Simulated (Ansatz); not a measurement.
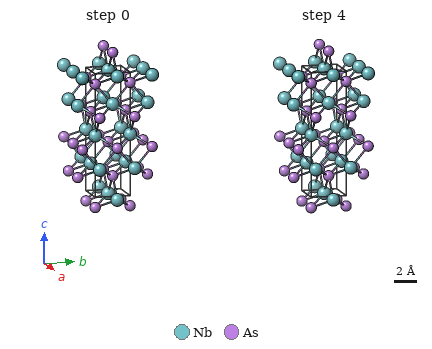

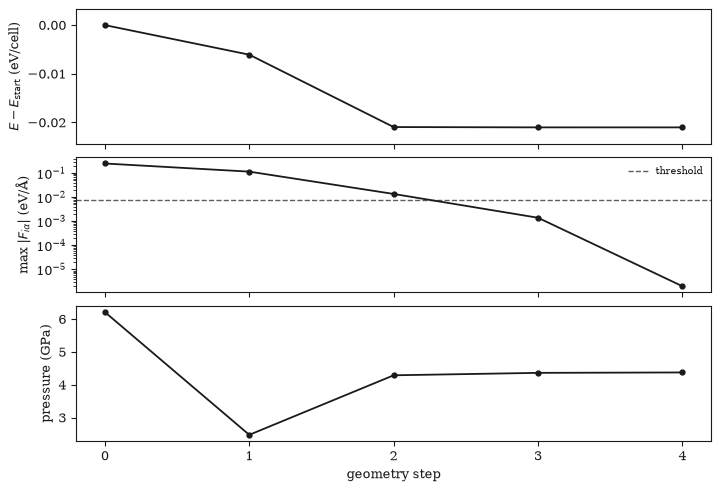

First and last geometry of a relaxation of solid NbAs (set up in I4_1md), with the history of the run. A ball-and-stick model of the cell of the calculation, seen slightly off an axis.

Case: biaxial strain in the a-b plane of -2.0 %; c and atoms relaxed.

Method: DFT PBEsol, scalar-relativistic, plane waves, PAW (Ansatz 0.2.0). (plane-wave cutoff 420 eV; k-point mesh 10 × 10 × 4; occupations gaussian; smearing width 0.1 eV; no spin polarisation; cell relaxed at fixed a, b, gamma; force threshold 0.008 eV/Å; at most 40 steps)

Question: What do the curves and the structures tell?

Answer: The run was cut off at its time limit before the relaxation converged, so the last structure is only a point on the way. The largest moves relative to the cell, 0.014 Å, are those of Nb and As atoms. Largest moves by element: As 0.014 Å, Nb 0.014 Å. The volume changes by +1.0 %, with a = b unchanged at 3.371 Å, c 11.732 → 11.851 Å (+1.0 %). Among the contacts that change: As–Nb 2.568 → 2.582 Å, As–Nb 2.598 → 2.592 Å. The space group stays I4_1md (No. 109). The energy falls by 21.0 meV per cell of the calculation in 4 geometry steps. The largest force component goes from 0.25 to under 0.0001 eV/Å. Pressure: 6.21 GPa at the start and 4.38 GPa at the end.
